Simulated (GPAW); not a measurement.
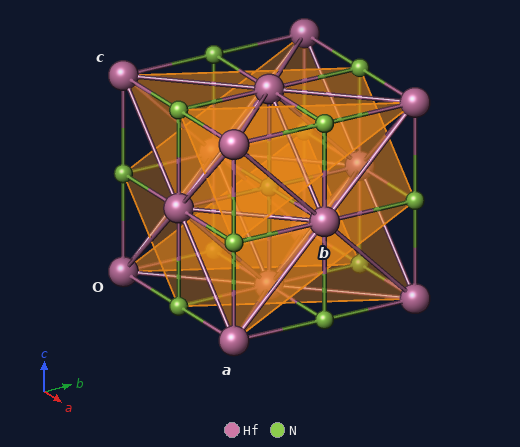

Every member of one family of equally spaced planes, hx + ky + lz = a whole number, that cuts the unit cell is shaded (one member passes through the origin O). Crystal: HfN, an entry of the Crystallography Open Database, as set up for an electronic-structure calculation. The drawing is computed from the coordinates (standard cell, symmetry found to 0.002 Å).

a = 4.512 Å, b = 4.512 Å, c = 4.512 Å, α = 90.00°, β = 90.00°, γ = 90.00°.

Index the planes.

Answer. (2 −1 2); the opposite sign names the same planes. The member next to the origin meets the axes a at 1/2, b at −1, c at 1/2.

What is the spacing?

Answer. d = 1.504 Å.

Which atoms of the cell lie in these planes (within 0.03 Å)?

Answer. 2 of the 4 Hf, 2 of the 4 N.
